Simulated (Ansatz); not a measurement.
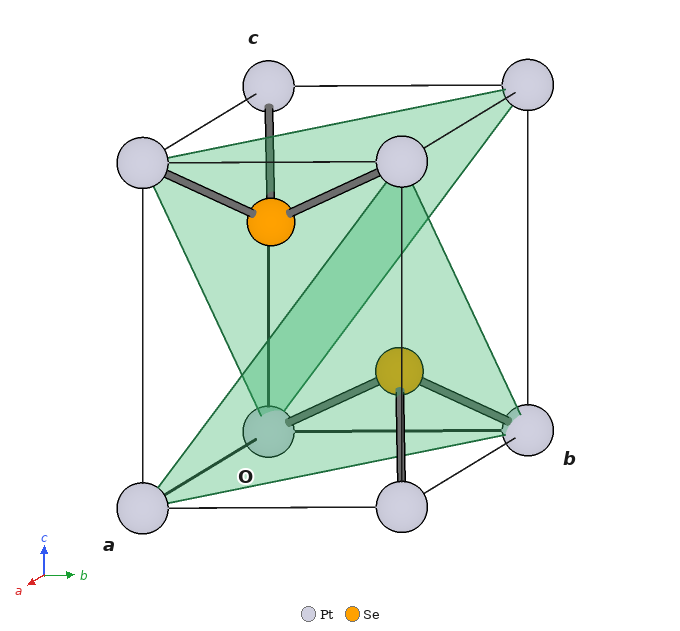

Crystal: PtSe2, a calculation's input that goes back to an entry of the Crystallography Open Database (an earlier step may have relaxed or displaced it). Every member of one family of equally spaced planes, hx + ky + lz = a whole number, that cuts the unit cell is shaded (one member passes through the origin O). All values are computed from the atomic coordinates in the standard setting (tolerance 0.002 Å).

a = 3.729 Å, b = 3.729 Å, c = 5.277 Å, α = 90.00°, β = 90.00°, γ = 120.00°.

Question: What are the Miller indices?

Answer: (1 1 −1), in four indices (1 1 −2 −1); the opposite sign names the same planes. The member next to the origin meets the axes a at 1, b at 1, c at −1.

Question: What is the spacing?

Answer: d = 1.758 Å.

Question: Which atoms of the cell lie in these planes (within 0.03 Å)?

Answer: The Pt atom.
